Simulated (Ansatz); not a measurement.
Input

```
crystal:
  lattice:
    - [3.165, 0.0, 0.0]
    - [0.0, 4.4759859249, 0.0]
    - [0.0, 0.0, 31.9039436996]
  atoms:
    - { symbol: W, position: [0.0, 0.0, 0.2194086119] }
    - { symbol: W, position: [0.5, 0.5, 0.2194086119] }
    - { symbol: W, position: [0.5, 0.0, 0.2895564589] }
    - { symbol: W, position: [0.0, 0.5, 0.2895564589] }
    - { symbol: W, position: [0.0, 0.0, 0.3597043059] }
    - { symbol: W, position: [0.5, 0.5, 0.3597043059] }
    - { symbol: W, position: [0.5, 0.0, 0.429852153] }
    - { symbol: W, position: [0.0, 0.5, 0.429852153] }
    - { symbol: W, position: [0.0, 0.0, 0.5] }
    - { symbol: W, position: [0.5, 0.5, 0.5] }
    - { symbol: W, position: [0.5, 0.0, 0.570147847] }
    - { symbol: W, position: [0.0, 0.5, 0.570147847] }
    - { symbol: W, position: [0.0, 0.0, 0.6402956941] }
    - { symbol: W, position: [0.5, 0.5, 0.6402956941] }
    - { symbol: W, position: [0.5, 0.0, 0.7104435411] }
    - { symbol: W, position: [0.0, 0.5, 0.7104435411] }
    - { symbol: W, position: [0.0, 0.0, 0.7805913881] }
    - { symbol: W, position: [0.5, 0.5, 0.7805913881] }
scf:
  occupations: { method: gaussian, width: 0.1 }
output:
  forces: true
  stress: false
  eigenvalues: true
  write_density: true
  write_potential: true
  elf: true
  volumetric_format: npy
kpoints:
  mp_grid: { grid: [16, 12, 1] }
hamiltonian:
  xc: lda
efield:
  axis: 3
  dipole_correction: true
relax:
  f_tol: 0.02
  adjacent_minimum: "off"
```

Run with:

```sh
ansatz run input.yaml --threads 4 --pin off --max-ram 16384MiB --backend cpu --events-out ev --progress --plain --runs-dir out
```

The fields are those of the relaxed geometry.

Theory: Ansatz, DFT LDA, scalar-relativistic, plane waves, PAW.

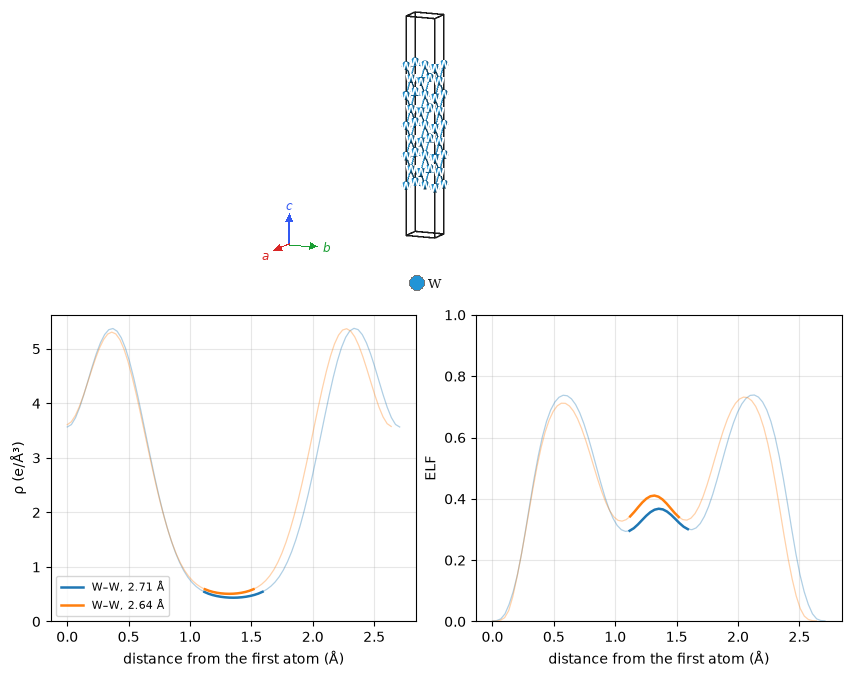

W (slab). Valence electron density and ELF along straight lines between neighbouring atoms. Thin, pale parts lie inside the atomic spheres. The structure is drawn too.

In a PAW calculation such maps are meaningful between the atoms, not at the nuclei.

**Compare the contacts.**

W–W (2.71 Å): ρ is about 0.44 e/Å³ halfway; the ELF is about 0.35 at the midpoint.
W–W (2.64 Å): ρ is about 0.51 e/Å³ halfway; the ELF is about 0.40 at the midpoint.
